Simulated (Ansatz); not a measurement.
# Geometry relaxation of HfO2 (part 1 of 2)

HfO2 (slab, 6 atoms in the cell), computed with DFT PBE+D3(BJ), scalar-relativistic, plane waves, PAW, PAW set soft_1, no spin polarisation (Ansatz 0.2.0).

The structure derives from an entry of the Crystallography Open Database. The input holds or restrains some coordinates. Forces given for the steps count only the free coordinates.

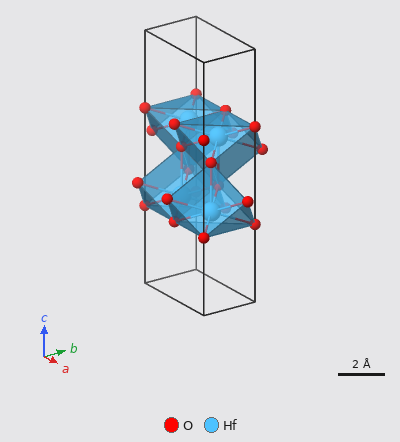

Fig. 1: The input geometry (polyhedral view of the 2 × 1 repeat of the cell, with the vacuum cut short, seen slightly off an axis; polyhedra are completed across the faces of the cell). An atom can appear more than once, as a periodic image.

**Results in brief**

```json
{"quantity": "outcome", "value": "converged under the restraints of the input"}
{"quantity": "electrons treated", "value": "76"}
{"quantity": "free energy", "value": "−33724.2786 eV"}
{"quantity": "work function, top face", "value": "4.61 eV"}
{"quantity": "work function, bottom face", "value": "4.26 eV"}
{"quantity": "Fermi energy", "value": "2.288 eV"}
{"quantity": "gap on the k-point mesh", "value": "4.47 eV"}
{"quantity": "final volume", "value": "205.01 Å³"}
{"quantity": "work function (upper face)", "value": "4.61 eV"}
{"quantity": "largest force (length of the vector) at the end, held atoms and coordinates included", "value": "0.597 eV/Å"}
{"quantity": "hardware", "value": "1 thread of Arm Neoverse V2, 24 GiB of memory available, shared host"}
{"quantity": "wall time", "value": "58 s"}
{"quantity": "peak memory", "value": "0.42 GiB"}
```

**Remarks**

The program warns: the exchange-correlation potential is rough where the density is thin. Spin–orbit coupling is left out, which matters for Hf.

**Input file**
```yaml
crystal:
  lattice:
    - [3.5874453701, 0.0, 0.0]
    - [-1.793722685, 3.1068188252, 0.0]
    - [0.0, 0.0, 18.3937053184]
  atoms:
    - { symbol: O, position: [0.0, 0.0, 0.3805649747] }
    - { symbol: Hf, position: [0.6666666667, 0.3333333333, 0.4203766498] }
    - { symbol: O, position: [0.3333333333, 0.6666666667, 0.4601883249] }
    - { symbol: O, position: [0.6666666667, 0.3333333333, 0.5398116751] }
    - { symbol: Hf, position: [0.3333333333, 0.6666666667, 0.5796233502] }
    - { symbol: O, position: [0.0, 0.0, 0.6194350253] }
basis:
  ecutwfc: 420
kpoints:
  mp_grid: { grid: [9, 9, 1] }
hamiltonian:
  xc: pbe
  pseudopotentials: { kind: paw, azcp: { folder: soft_1 } }
  dispersion: d3bj
scf:
  occupations: { method: gaussian, width: 0.05 }
output:
  forces: true
  eigenvalues: true
  write_density: true
  write_potential: true
  elf: true
  volumetric_format: npy
relax:
  adjacent_minimum: "off"
  f_tol: 0.03
  max_steps: 50
  constraints: [{ sites: [0, 1, 2] }]
efield:
  axis: 3
  dipole_correction: true
  ramp_width: 0.04
```

Run as:
```bash
ansatz run input.yaml --threads 1 --pin off --max-ram 3072MiB --backend cpu --events-out ev --progress --plain --runs-dir out
```

**Output**
```
Engine: ansatz 0.2.0, aarch64-unknown-linux-gnu
Pseudopotentials: kind: paw
Pseudopotential: O, paw, valence charge 6, recommended cutoff 420 eV (normal), [file]
Pseudopotential: Hf, paw, valence charge 26, recommended cutoff 420 eV (normal), [file]
Functional definition: PBE
  parameter kappa = 0.804
  parameter beta = 0.06672455060314922
  exchange = pbe_x(kappa = kappa, mu = beta*pi^2/3)
  correlation = pbe_c(beta = beta)
Crystal: 6 atoms, lattice volume = 205.008 Å³
Basis set: ecut = 420 eV, 3943 PW (Γ), exchange–correlation on 48×48×250 points (8 copies of the dense FFT grid, shifted against one another)
Bands: 46, of which v1, the nominal top of the filled ones, is band 38 counted from 1 (37 counted from 0)
Symmetry: 6 space group operations
k-points: 12 of 81 (time reversal used)
Non-local potential: O, projectors of the file, l = 0: 2, l = 1: 2, l = 2: 1
Non-local potential: Hf, projectors of the file, l = 0: 3, l = 1: 2, l = 2: 2, l = 3: 3
PAW form: soft (Blöchl's): semilocal exchange-correlation on the pseudo side does not see the compensation charge
PAW one-centre angular grid: O, 110 points (default); XC on 64 Gauss nodes
PAW one-centre angular grid: Hf, 590 points (default); XC on 64 Gauss nodes
Initial density: superposition of atomic densities (neutral atoms: chi_scale 0, normalization atom)
Initial wavefunctions: pseudopotential atomic-orbital guess
Functional: x = pbe(κ = 0.804, μ = 0.2195149727645171), c = pbe(β = 0.06672455060314922)
SCF iter   1: F=—  HF=-33733.506317 eV  |F-HF|=—  |Δ(HF+E_count)|=         —  Δρ=1.20e-1  dr2=3.32e1  ethr=3.10e-3  p=0.000 e·Å  D=8.42e-14 V/Å  ΔV_dip=-0.00 eV  dr2_dipole=1.92e-9  V_vac-E_F(+/−)=7.96/7.96 eV  ⟨swp⟩=6.1  Hψ=2179  notcnv=0
efield: sawtooth ramp at fractional position 0.9800 (placed from the atoms, in the widest stretch of the axis that holds none; the zero of the levels goes with the place), width 0.0400; the density the first Hamiltonian is built on has a dipole p = 0.000 e·Å; the dipole correction subtracts the counter field D = 8.42e-14 V/Å, which shifts the + side's vacuum level by -0.00 eV against the − side's; the planar-averaged density in the ramp window peaks in size at 8.0e-6 e/Å³
preconditioner: auto → Resta (q_TF=auto, 2.312 Å⁻¹)  ε∞=2.5  [insulator: Δε(μ)=7.520 eV  Ē_g=17.944 eV  σ=0.050 eV  W_gap=1.00  n_scr=54 (ndim 8)  ℏωp=22.0 eV  f_vac=0.609  D(μ)=0.00/eV (n_scr^D=0)  ε∞_Penn≈2.5  vacuum switching on, ρ_ref=2.3e-2 e/Å³]
SCF iter   2: F=—  HF=-33724.921703 eV  |F-HF|=—  |Δ(HF+E_count)|=    8.58e0  Δρ=5.72e-2  dr2=3.07e0  ethr=3.10e-3  p=0.000 e·Å  D=1.17e-5 V/Å  ΔV_dip=-0.00 eV  dr2_dipole=4.74e-10  V_vac-E_F(+/−)=4.99/4.99 eV  ⟨swp⟩=4.0  Hψ=1592  notcnv=0  defer=24
SCF iter   3: F=—  HF=-33724.278945 eV  |F-HF|=—  |Δ(HF+E_count)|=   6.43e-1  Δρ=1.88e-2  dr2=5.95e-1  ethr=3.10e-3  p=0.000 e·Å  D=6.35e-6 V/Å  ΔV_dip=-0.00 eV  dr2_dipole=3.61e-11  V_vac-E_F(+/−)=4.98/4.98 eV  ⟨swp⟩=2.0  Hψ=1056  notcnv=0  defer=24
SCF iter   4: F=—  HF=-33724.260539 eV  |F-HF|=—  |Δ(HF+E_count)|=   1.84e-2  Δρ=1.38e-2  dr2=3.40e-1  ethr=7.82e-4  p=0.000 e·Å  D=1.21e-6 V/Å  ΔV_dip=-0.00 eV  dr2_dipole=5.59e-11  V_vac-E_F(+/−)=4.54/4.54 eV  ⟨swp⟩=3.7  Hψ=1175  notcnv=0  defer=24
SCF iter   5: F=—  HF=-33724.196226 eV  |F-HF|=—  |Δ(HF+E_count)|=   6.43e-2  Δρ=2.79e-3  dr2=1.85e-2  ethr=4.47e-4  p=-0.000 e·Å  D=-1.15e-6 V/Å  ΔV_dip=0.00 eV  dr2_dipole=2.37e-12  V_vac-E_F(+/−)=4.27/4.27 eV  ⟨swp⟩=3.0  Hψ=962  notcnv=0  defer=24
SCF iter   6: F=—  HF=-33724.192471 eV  |F-HF|=—  |Δ(HF+E_count)|=   3.76e-3  Δρ=9.32e-4  dr2=1.60e-3  ethr=2.43e-5  p=-0.000 e·Å  D=-9.60e-7 V/Å  ΔV_dip=0.00 eV  dr2_dipole=1.18e-11  V_vac-E_F(+/−)=4.29/4.29 eV  ⟨swp⟩=2.2  Hψ=1149  notcnv=0  defer=24
SCF iter   7: F=—  HF=-33724.192927 eV  |F-HF|=—  |Δ(HF+E_count)|=   4.57e-4  Δρ=5.61e-4  dr2=8.68e-4  ethr=2.11e-6  p=0.000 e·Å  D=7.32e-7 V/Å  ΔV_dip=-0.00 eV  dr2_dipole=1.06e-11  V_vac-E_F(+/−)=4.27/4.27 eV  ⟨swp⟩=2.0  Hψ=940  notcnv=0  defer=24
SCF iter   8: F=—  HF=-33724.192847 eV  |F-HF|=—  |Δ(HF+E_count)|=   8.00e-5  Δρ=1.46e-4  dr2=4.69e-5  ethr=1.14e-6  p=-0.000 e·Å  D=-6.72e-7 V/Å  ΔV_dip=0.00 eV  dr2_dipole=4.91e-12  V_vac-E_F(+/−)=4.25/4.25 eV  ⟨swp⟩=2.0  Hψ=888  notcnv=0  defer=24
SCF iter   9: F=-33724.192857 eV  HF=-33724.192859 eV  |F-HF|=1.42e-6  |Δ(HF+E_count)|=   1.13e-5  Δρ=3.20e-5  dr2=2.61e-6  ethr=2.96e-8  p=0.000 e·Å  D=1.21e-6 V/Å  ΔV_dip=-0.00 eV  dr2_dipole=3.39e-11  V_vac-E_F(+/−)=4.25/4.25 eV  ⟨swp⟩=22.7  Hψ=6994  notcnv=0
SCF 1 converged in 9 iterations: F = -33724.192857 eV  dr2 = 2.61e-6
  greatest PAW one-centre occupation: 0.999 electrons in one spin orbital (limit 2), on the Hf atom at site 1 (counted from 0), in its partial waves of l = 0
relax step   1: F+E_penalty+E_count = -33724.19285722 eV  Δ(F+E_penalty+E_count) = +0.000e0 eV  max|allowed force component| = 1.128e0 eV/Å  Δτ_max = 0.0000 Å  (9 SCF iters, dr2 threshold 2.25e-5 eV, accepted)
Initial density: handed on by an earlier stage of this run
Initial wavefunctions: those handed on with the density
iter 1 solved again at ethr=1.11e-4 eV; its pass at ethr=3.10e-3 eV (dr2=8.40e-2 eV) is discarded
SCF iter   1: F=—  HF=-33724.292589 eV  |F-HF|=—  |Δ(HF+E_count)|=         —  Δρ=5.09e-3  dr2=8.40e-2  ethr=1.11e-4  p=0.000 e·Å  D=1.33e-6 V/Å  ΔV_dip=-0.00 eV  dr2_dipole=5.88e-3  V_vac-E_F(+/−)=4.28/4.28 eV  ⟨swp⟩=1.3  Hψ=1734  notcnv=0  defer=24
efield: sawtooth ramp at fractional position 0.9800 (handed on by an earlier solve), width 0.0400; the density the first Hamiltonian is built on has a dipole p = 0.000 e·Å; the dipole correction subtracts the counter field D = 1.33e-6 V/Å, which shifts the + side's vacuum level by -0.00 eV against the − side's; the planar-averaged density in the ramp window peaks in size at 4.2e-6 e/Å³
preconditioner: auto → Resta (q_TF=auto, 2.312 Å⁻¹)  ε∞=2.6  [insulator: Δε(μ)=4.412 eV  Ē_g=17.466 eV  σ=0.050 eV  W_gap=1.00  n_scr=54 (ndim 8)  ℏωp=22.0 eV  f_vac=0.636  D(μ)=0.00/eV (n_scr^D=0)  ε∞_Penn≈2.6  vacuum switching on, ρ_ref=2.2e-2 e/Å³]
SCF iter   2: F=—  HF=-33724.264880 eV  |F-HF|=—  |Δ(HF+E_count)|=   2.77e-2  Δρ=2.52e-3  dr2=1.60e-2  ethr=1.11e-4  p=-0.028 e·Å  D=-2.43e-2 V/Å  ΔV_dip=0.45 eV  dr2_dipole=5.33e-4  V_vac-E_F(+/−)=4.67/4.22 eV  ⟨swp⟩=2.6  Hψ=736  notcnv=0  defer=24
SCF iter   3: F=—  HF=-33724.260494 eV  |F-HF|=—  |Δ(HF+E_count)|=   4.39e-3  Δρ=1.60e-3  dr2=4.86e-3  ethr=2.10e-5  p=-0.041 e·Å  D=-3.60e-2 V/Å  ΔV_dip=0.66 eV  dr2_dipole=2.86e-4  V_vac-E_F(+/−)=4.90/4.23 eV  ⟨swp⟩=2.0  Hψ=978  notcnv=0  defer=24
SCF iter   4: F=—  HF=-33724.259580 eV  |F-HF|=—  |Δ(HF+E_count)|=   9.15e-4  Δρ=4.49e-4  dr2=3.21e-4  ethr=6.40e-6  p=-0.045 e·Å  D=-4.00e-2 V/Å  ΔV_dip=0.74 eV  dr2_dipole=1.14e-7  V_vac-E_F(+/−)=4.94/4.21 eV  ⟨swp⟩=2.0  Hψ=866  notcnv=0  defer=24
SCF iter   5: F=—  HF=-33724.259629 eV  |F-HF|=—  |Δ(HF+E_count)|=   4.92e-5  Δρ=1.77e-4  dr2=3.86e-5  ethr=1.05e-7  p=-0.047 e·Å  D=-4.11e-2 V/Å  ΔV_dip=0.76 eV  dr2_dipole=2.51e-7  V_vac-E_F(+/−)=4.97/4.21 eV  ⟨swp⟩=22.2  Hψ=7352  notcnv=0
SCF iter   6: F=-33724.259633 eV  HF=-33724.259638 eV  |F-HF|=5.01e-6  |Δ(HF+E_count)|=   8.85e-6  Δρ=6.59e-5  dr2=8.70e-6  ethr=5.08e-8  p=-0.047 e·Å  D=-4.14e-2 V/Å  ΔV_dip=0.76 eV  dr2_dipole=2.97e-7  V_vac-E_F(+/−)=4.97/4.21 eV  ⟨swp⟩=17.7  Hψ=7104  notcnv=0
SCF 2 converged in 6 iterations: F = -33724.259633 eV  dr2 = 8.70e-6
relax step   2: F+E_penalty+E_count = -33724.25963265 eV  Δ(F+E_penalty+E_count) = -6.678e-2 eV  max|allowed force component| = 5.036e-1 eV/Å  Δτ_max = 0.0689 Å  (6 SCF iters, dr2 threshold 7.96e-5 eV, accepted)
SCF iter   1: F=—  HF=-33724.287337 eV  |F-HF|=—  |Δ(HF+E_count)|=         —  Δρ=2.69e-3  dr2=2.84e-2  ethr=4.41e-4  p=-0.047 e·Å  D=-4.14e-2 V/Å  ΔV_dip=0.76 eV  dr2_dipole=3.01e-3  V_vac-E_F(+/−)=4.98/4.22 eV  ⟨swp⟩=3.2  Hψ=1076  notcnv=0  defer=24
efield: sawtooth ramp at fractional position 0.9800 (handed on by an earlier solve), width 0.0400; the density the first Hamiltonian is built on has a dipole p = -0.047 e·Å; the dipole correction subtracts the counter field D = -4.14e-2 V/Å, which shifts the + side's vacuum level by +0.76 eV against the − side's; the planar-averaged density in the ramp window peaks in size at 2.4e-6 e/Å³
preconditioner: auto → Resta (q_TF=auto, 2.312 Å⁻¹)  ε∞=2.6  [insulator: Δε(μ)=4.420 eV  Ē_g=17.533 eV  σ=0.050 eV  W_gap=1.00  n_scr=54 (ndim 8)  ℏωp=22.0 eV  f_vac=0.637  D(μ)=0.00/eV (n_scr^D=0)  ε∞_Penn≈2.6  vacuum switching on, ρ_ref=2.2e-2 e/Å³]
SCF iter   2: F=—  HF=-33724.278740 eV  |F-HF|=—  |Δ(HF+E_count)|=   8.60e-3  Δρ=1.23e-3  dr2=3.83e-3  ethr=3.73e-5  p=-0.029 e·Å  D=-2.55e-2 V/Å  ΔV_dip=0.47 eV  dr2_dipole=6.19e-6  V_vac-E_F(+/−)=4.74/4.27 eV  ⟨swp⟩=2.0  Hψ=853  notcnv=0  defer=24
SCF iter   3: F=—  HF=-33724.277719 eV  |F-HF|=—  |Δ(HF+E_count)|=   1.02e-3  Δρ=8.54e-4  dr2=1.48e-3  ethr=5.04e-6  p=-0.028 e·Å  D=-2.48e-2 V/Å  ΔV_dip=0.46 eV  dr2_dipole=7.93e-5  V_vac-E_F(+/−)=4.70/4.24 eV  ⟨swp⟩=2.1  Hψ=889  notcnv=0  defer=24
SCF iter   4: F=—  HF=-33724.277459 eV  |F-HF|=—  |Δ(HF+E_count)|=   2.60e-4  Δρ=2.42e-4  dr2=1.05e-4  ethr=1.94e-6  p=-0.026 e·Å  D=-2.26e-2 V/Å  ΔV_dip=0.42 eV  dr2_dipole=4.63e-8  V_vac-E_F(+/−)=4.67/4.25 eV  ⟨swp⟩=2.0  Hψ=864  notcnv=0  defer=24
SCF iter   5: F=—  HF=-33724.277449 eV  |F-HF|=—  |Δ(HF+E_count)|=   1.01e-5  Δρ=1.01e-4  dr2=9.41e-6  ethr=2.09e-8  p=-0.025 e·Å  D=-2.25e-2 V/Å  ΔV_dip=0.41 eV  dr2_dipole=4.98e-9  V_vac-E_F(+/−)=4.66/4.25 eV  ⟨swp⟩=20.2  Hψ=6695  notcnv=0
SCF iter   6: F=-33724.277451 eV  HF=-33724.277452 eV  |F-HF|=1.82e-6  |Δ(HF+E_count)|=   3.18e-6  Δρ=3.96e-5  dr2=2.42e-6  ethr=1.24e-8  p=-0.026 e·Å  D=-2.26e-2 V/Å  ΔV_dip=0.42 eV  dr2_dipole=2.08e-9  V_vac-E_F(+/−)=4.67/4.25 eV  ⟨swp⟩=15.8  Hψ=6268  notcnv=0
SCF 3 converged in 6 iterations: F = -33724.277451 eV  dr2 = 2.42e-6
relax step   3: F+E_penalty+E_count = -33724.27745066 eV  Δ(F+E_penalty+E_count) = -1.782e-2 eV  max|allowed force component| = 8.110e-2 eV/Å  Δτ_max = 0.0601 Å  (6 SCF iters, dr2 threshold 1.58e-5 eV, accepted)
SCF iter   1: F=—  HF=-33724.279313 eV  |F-HF|=—  |Δ(HF+E_count)|=         —  Δρ=9.77e-4  dr2=2.56e-3  ethr=4.59e-5  p=-0.026 e·Å  D=-2.26e-2 V/Å  ΔV_dip=0.42 eV  dr2_dipole=1.24e-4  V_vac-E_F(+/−)=4.67/4.26 eV  ⟨swp⟩=2.0  Hψ=1124  notcnv=0  defer=24
efield: sawtooth ramp at fractional position 0.9800 (handed on by an earlier solve), width 0.0400; the density the first Hamiltonian is built on has a dipole p = -0.026 e·Å; the dipole correction subtracts the counter field D = -2.26e-2 V/Å, which shifts the + side's vacuum level by +0.42 eV against the − side's; the planar-averaged density in the ramp window peaks in size at 1.2e-6 e/Å³
preconditioner: auto → Resta (q_TF=auto, 2.312 Å⁻¹)  ε∞=2.6  [insulator: Δε(μ)=4.461 eV  Ē_g=17.523 eV  σ=0.050 eV  W_gap=1.00  n_scr=54 (ndim 8)  ℏωp=22.0 eV  f_vac=0.637  D(μ)=0.00/eV (n_scr^D=0)  ε∞_Penn≈2.6  vacuum switching on, ρ_ref=2.2e-2 e/Å³]
SCF iter   2: F=—  HF=-33724.278617 eV  |F-HF|=—  |Δ(HF+E_count)|=   6.96e-4  Δρ=4.39e-4  dr2=4.09e-4  ethr=3.37e-6  p=-0.022 e·Å  D=-1.95e-2 V/Å  ΔV_dip=0.36 eV  dr2_dipole=3.54e-8  V_vac-E_F(+/−)=4.62/4.26 eV  ⟨swp⟩=2.0  Hψ=787  notcnv=0  defer=24
SCF iter   3: F=—  HF=-33724.278527 eV  |F-HF|=—  |Δ(HF+E_count)|=   8.99e-5  Δρ=3.30e-4  dr2=1.95e-4  ethr=5.38e-7  p=-0.022 e·Å  D=-1.97e-2 V/Å  ΔV_dip=0.36 eV  dr2_dipole=4.44e-6  V_vac-E_F(+/−)=4.62/4.25 eV  ⟨swp⟩=2.0  Hψ=888  notcnv=0  defer=24
SCF iter   4: F=—  HF=-33724.278495 eV  |F-HF|=—  |Δ(HF+E_count)|=   3.17e-5  Δρ=8.76e-5  dr2=1.18e-5  ethr=2.57e-7  p=-0.022 e·Å  D=-1.93e-2 V/Å  ΔV_dip=0.36 eV  dr2_dipole=2.10e-8  V_vac-E_F(+/−)=4.61/4.25 eV  ⟨swp⟩=2.0  Hψ=885  notcnv=0  defer=24
SCF iter   5: F=—  HF=-33724.278554 eV  |F-HF|=—  |Δ(HF+E_count)|=   5.86e-5  Δρ=3.75e-5  dr2=1.43e-6  ethr=1.55e-8  p=-0.022 e·Å  D=-1.93e-2 V/Å  ΔV_dip=0.36 eV  dr2_dipole=4.10e-9  V_vac-E_F(+/−)=4.61/4.25 eV  ⟨swp⟩=3.0  Hψ=981  notcnv=0  defer=24
SCF iter   6: F=—  HF=-33724.278554 eV  |F-HF|=—  |Δ(HF+E_count)|=   3.52e-7  Δρ=1.32e-5  dr2=2.73e-7  ethr=1.88e-9  p=-0.022 e·Å  D=-1.94e-2 V/Å  ΔV_dip=0.36 eV  dr2_dipole=5.25e-9  V_vac-E_F(+/−)=4.61/4.26 eV  ⟨swp⟩=2.1  Hψ=858  notcnv=0  defer=24
SCF iter   7: F=-33724.278554 eV  HF=-33724.278554 eV  |F-HF|=2.75e-9  |Δ(HF+E_count)|=   2.97e-8  Δρ=2.74e-6  dr2=1.02e-8  ethr=1.32e-10  p=-0.022 e·Å  D=-1.94e-2 V/Å  ΔV_dip=0.36 eV  dr2_dipole=8.48e-12  V_vac-E_F(+/−)=4.61/4.25 eV  ⟨swp⟩=18.1  Hψ=5309  notcnv=0
SCF 4 converged in 7 iterations: F = -33724.278554 eV  dr2 = 1.02e-8
relax step   4: F+E_penalty+E_count = -33724.27855434 eV  Δ(F+E_penalty+E_count) = -1.104e-3 eV  max|allowed force component| = 1.029e-2 eV/Å  Δτ_max = 0.0184 Å  (7 SCF iters, accepted)
```

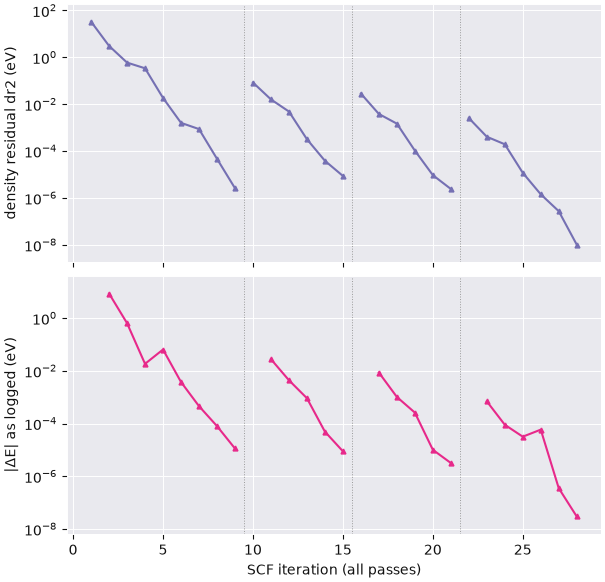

Fig. 2: Convergence of the self-consistent field: density residual dr2 and size of the energy change against the SCF iteration. The dotted lines part the SCF passes of the relaxation: geometry steps, rejected trials and re-solves on a re-selected basis. The passes take 9, 6, 6 and 7 iterations.

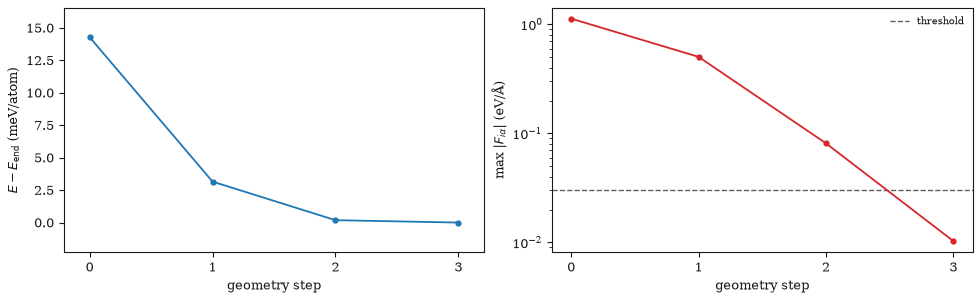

Fig. 3: Progress of the restrained relaxation, step by step (the first geometry is step 0 here and step 1 in the log).
